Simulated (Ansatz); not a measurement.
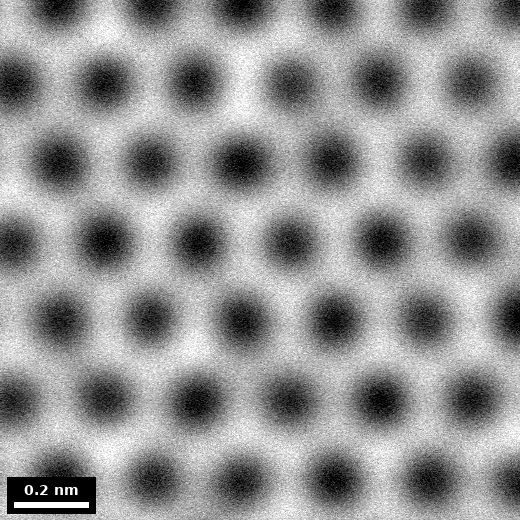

HRTEM-like image of Ru (Im-3m, No. 229) along [111]. Simulated in the weak-phase-object approximation with neutral-atom potentials: 300 kV, Cs = 0.50 mm, defocus −376 Å (negative is underfocus), defocus spread 30 Å, aperture 0.61 1/Å. Shot noise, a slight drift and the speckle of an amorphous layer were added. Model: the input geometry of a calculation; the starting structure was generated, so it need not be a known form of this composition.

> Do the atom columns appear dark or bright, and why?

Dark. With positive Cs and underfocus sin χ is negative over the pass band, so the strongest columns (Ru) come out darker than the background.

> What point resolution do these settings give, and which lattice spacings pass?

About 1.6 Å (0.66 |Cs|^(1/4) λ^(3/4) with λ = 0.0197 Å). The spacings that carry visible contrast are {110} at 2.14 Å.
